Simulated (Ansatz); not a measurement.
**C5H6 (SMILES C1=CCC=C1) at B3LYP/6-31G(d) (Cartesian functions)**

What is the energy change on altering one bond length of C5H6 at B3LYP/6-31G* (Cartesian functions)? 

The results are computed with Ansatz 0.2.0.

35 further runs of the same task are left out: 35 set aside as unsound or not needed.

### 1 The structure to begin with

C5H6 has 11 atoms, charge 0, and is taken as a singlet. SMILES: `C1=CCC=C1`. The coordinates come from a PBE0-D4/def2-TZVP relaxation.

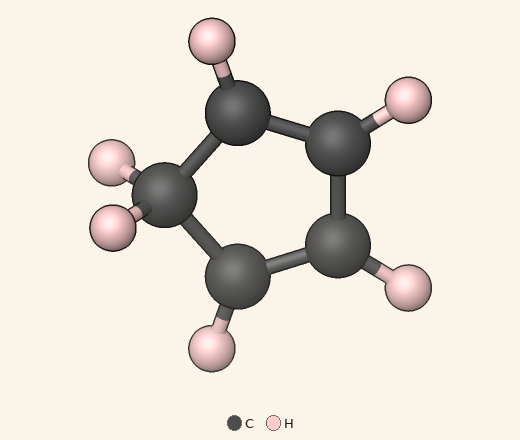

The structure, seen from a chosen angle (carbon dark grey, hydrogen pink).

### 2 A single-point energy at B3LYP/6-31G(d) (Cartesian functions)

The input, molecule.yaml:

```yaml
crystal:
  periodic: [false, false, false]
  atoms:
    - {symbol: C, position_ang: [-1.190900, 0.435600, -0.253200]}
    - {symbol: C, position_ang: [-0.728000, 0.015400, 0.934400]}
    - {symbol: C, position_ang: [0.696000, -0.404800, 0.781800]}
    - {symbol: C, position_ang: [0.975900, -0.162000, -0.664000]}
    - {symbol: C, position_ang: [-0.129400, 0.325400, -1.248800]}
    - {symbol: H, position_ang: [-2.189500, 0.800700, -0.455900]}
    - {symbol: H, position_ang: [-1.275300, -0.023600, 1.866100]}
    - {symbol: H, position_ang: [0.845500, -1.456900, 1.058000]}
    - {symbol: H, position_ang: [1.366100, 0.173100, 1.432000]}
    - {symbol: H, position_ang: [1.927600, -0.357200, -1.138600]}
    - {symbol: H, position_ang: [-0.232600, 0.597500, -2.291400]}
basis:
  gaussian:
    orbitals: "6-31G*"
total_charge: 0
hamiltonian:
  xc: {name: B3LYP}
accuracy: high
output:
  orbitals: {seedname: orbitals}
```

Launch:

```console
ansatz run molecule.yaml --threads 1 --pin off --max-ram 3480MiB --events-out events.jsonl --progress --plain --runs-dir runs
```

Output:

```text
Warning: RAYON_NUM_THREADS=1 ignored (pool sized by the plan → 1); use --threads N
Functional definition: B3LYP
  name "B3LYP"
  parameter a0 = 0.2
  parameter ax = 0.72
  parameter ac = 0.81
  exchange = (1 - a0 - ax)*slater_x + ax*b88_x + a0*exact_x
  correlation = (1 - ac)*vwn_rpa_c + ac*lyp_c
2104 factors; integrals over basis functions are off by at most 3.1e-9 eV
mean field evaluation 1: about -5275.0677 eV, gradient 5.1e1 eV
mean field evaluation 2: about -5272.8912 eV, gradient 6.0e1 eV
mean field evaluation 4: about -5281.5762 eV, gradient 2.0e0 eV
mean field evaluation 8: about -5281.7464 eV, gradient 9.0e-2 eV
mean field evaluation 16: about -5281.7464 eV, gradient 3.0e-6 eV
mean field -5281.74643540 eV, -194.1006014046 hartree, gradient 8.7e-8 eV, S^2 0.000000; 0 other end points of the search recorded, 0 dependent functions left out
reference -5281.74647051 eV, -194.1006026948 hartree; 18, 18 occupied and 69, 69 virtual orbitals, 2104 factors
Total energy: -5281.74647051 eV, -194.1006026948 hartree
```

It took 4.5 s on 1 thread of Intel Xeon 6975P-C (Granite Rapids), shared host; peak memory 0.31 GiB.

### 3 The distorted shape

The input, in.yaml:

```yaml
crystal:
  periodic: [false, false, false]
  atoms:
    - symbol: C
      position_ang: [-1.175422, 0.394790, -0.096830]
    - symbol: C
      position_ang: [-0.712522, -0.025410, 1.090770]
    - symbol: C
      position_ang: [0.711478, -0.445610, 0.938170]
    - symbol: C
      position_ang: [0.991378, -0.202810, -0.507630]
    - symbol: C
      position_ang: [-0.113922, 0.284590, -1.092430]
    - symbol: H
      position_ang: [-2.174022, 0.759890, -0.299530]
    - symbol: H
      position_ang: [-1.259822, -0.064410, 2.022470]
    - symbol: H
      position_ang: [0.860978, -1.497710, 1.214370]
    - symbol: H
      position_ang: [1.381578, 0.132290, 1.588370]
    - symbol: H
      position_ang: [1.943078, -0.398010, -0.982230]
    - symbol: H
      position_ang: [-0.232600, 0.597500, -2.291400]
basis:
  gaussian:
    orbitals: "6-31G*"
hamiltonian:
  xc: {name: B3LYP}
accuracy: high
output: {orbitals: {seedname: orbitals}}
```

Launch:

```console
ansatz run in.yaml --threads 1 --pin off --max-ram 3480MiB --events-out events.jsonl --progress --plain --runs-dir runs
```

Output, shortened:

```text
Warning: RAYON_NUM_THREADS=1 ignored (pool sized by the plan → 1); use --threads N
[... 7 set-up lines as earlier in the session ...]
2105 factors; integrals over basis functions are off by at most 3.1e-9 eV
mean field evaluation 1: about -5274.6080 eV, gradient 5.1e1 eV
mean field evaluation 2: about -5271.6942 eV, gradient 6.2e1 eV
mean field evaluation 4: about -5281.2518 eV, gradient 1.7e0 eV
mean field evaluation 8: about -5281.4113 eV, gradient 8.4e-2 eV
mean field evaluation 16: about -5281.4113 eV, gradient 1.9e-5 eV
mean field -5281.41130666 eV, -194.0882856505 hartree, gradient 6.0e-8 eV, S^2 0.000000; 0 other end points of the search recorded, 0 dependent functions left out
reference -5281.41134252 eV, -194.0882869684 hartree; 18, 18 occupied and 69, 69 virtual orbitals, 2105 factors
Total energy: -5281.41134252 eV, -194.0882869684 hartree
```

Run time: 4.5 s. Hardware: 1 thread of Intel Xeon 6975P-C (Granite Rapids), shared host; peak memory 0.3 GiB.

### 4 Results

Level: B3LYP/6-31G* (Cartesian functions).

| quantity | value |
| --- | --- |
| first shape: total energy | -194.10060 Eh |
| first shape: HOMO energy | -5.76 eV |
| first shape: LUMO energy | -0.23 eV |
| first shape: HOMO–LUMO gap | 5.53 eV |
| distorted shape: total energy | -194.08829 Eh |
| distorted shape: HOMO energy | -5.79 eV |
| distorted shape: LUMO energy | -0.25 eV |
| distorted shape: HOMO–LUMO gap | 5.54 eV |
| energy change with the C5–H11 bond stretched from 1.082 to 1.245 Å | 0.335 eV |

What this shows: With the C5–H11 bond stretched from 1.082 to 1.245 Å the energy rises by 0.34 eV (7.7 kcal/mol). The first shape isn't relaxed at this level, so the change isn't measured from a minimum.
